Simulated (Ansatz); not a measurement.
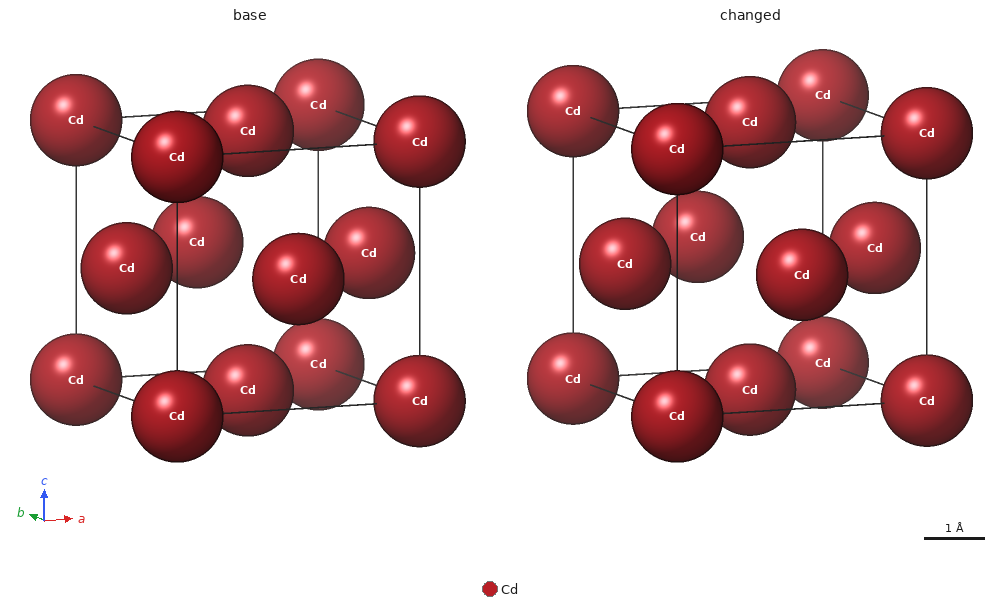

Left: solid Cd (set up in Fm-3m) in its unrelaxed database cell. Right: the same structure after one change, at the same scale. A spheres-only model of the conventional cell (4 times the calculation's cell), seen slightly off an axis. Lengths and directions refer to the drawn axes.

The calculation used Ansatz, DFT PBE, scalar-relativistic, plane waves, PAW. Set-up: plane-wave cutoff 420 eV; k-point mesh 16 × 16 × 16; occupations gaussian; smearing width 0.1 eV; no spin polarisation.

Question: Which change leads from the left to the right?

Answer: All lengths are scaled by +3.0 % (volume +9.4 %), the atoms keeping their fractional coordinates. No relaxation follows.

Question: And its effect?

Answer: Among the bonded contacts that change: Cd–Cd 3.137 → 3.232 Å. The space group stays Fm-3m (No. 225). Energy change: −2.5 meV per atom. Pressure: 2.3 GPa before, −1.5 GPa after. All forces vanish by symmetry.
